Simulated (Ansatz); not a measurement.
System: Cu (slab).

Input file:

```
crystal:
  lattice:
    - [2.5666581864, 0.0, 0.0]
    - [-1.2833290932, 2.2227911922, 0.0]
    - [0.0, 0.0, 25.4783381679]
  atoms:
    - { symbol: Cu, position: [0.6666666667, 0.3333333333, 0.2943677076] }
    - { symbol: Cu, position: [0.3333333333, 0.6666666667, 0.3766206246] }
    - { symbol: Cu, position: [0.0, 0.0, 0.4588735415] }
    - { symbol: Cu, position: [0.6666666667, 0.3333333333, 0.5411264585] }
    - { symbol: Cu, position: [0.3333333333, 0.6666666667, 0.6233793754] }
    - { symbol: Cu, position: [0.0, 0.0, 0.7056322924] }
basis:
  ecutwfc: 420
kpoints:
  mp_grid: { grid: [15, 15, 1] }
hamiltonian:
  xc: pbe
scf:
  occupations: { method: gaussian, width: 0.1 }
output:
  forces: true
  eigenvalues: true
  write_density: true
  write_potential: true
  elf: true
  volumetric_format: npy
relax:
  adjacent_minimum: "off"
  f_tol: 0.02
  max_steps: 60
efield:
  axis: 3
  dipole_correction: true
  ramp_width: 0.04
```

Launched as:

```sh
ansatz run input.yaml --threads 4 --pin off --max-ram 8192MiB --backend cpu --events-out ev --progress --plain --runs-dir out
```

The fields are those of the relaxed geometry.

Computed without spin polarisation.

Theory: DFT PBE, scalar-relativistic, plane waves, PAW (Ansatz).

Predict the valence pseudo-density and electron localisation function between the atoms.

Cu–Cu (2.57 Å): ρ at the midpoint is about 0.29 e/Å³, with its minimum of 0.26 e/Å³ about 1.4 Å from Cu; the ELF is about 0.20 at the midpoint (no shared electron pair shows on this line).

Does the calculation make it a metal, or give it a gap?

It is gapless in this calculation (a metal or semimetal).

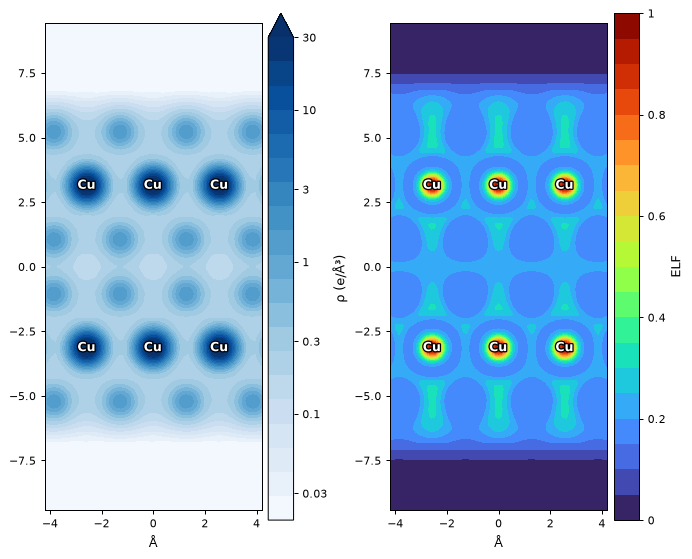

Computed valence pseudo-density and electron localisation function on the (100) plane of the calculation cell, a cut from vacuum to vacuum, in this order. Atoms just off the plane (Cu, 0.7 Å away) can leave unmarked features too.

Core electrons are frozen (PAW), and the valence fields are smoothed inside the atomic spheres.
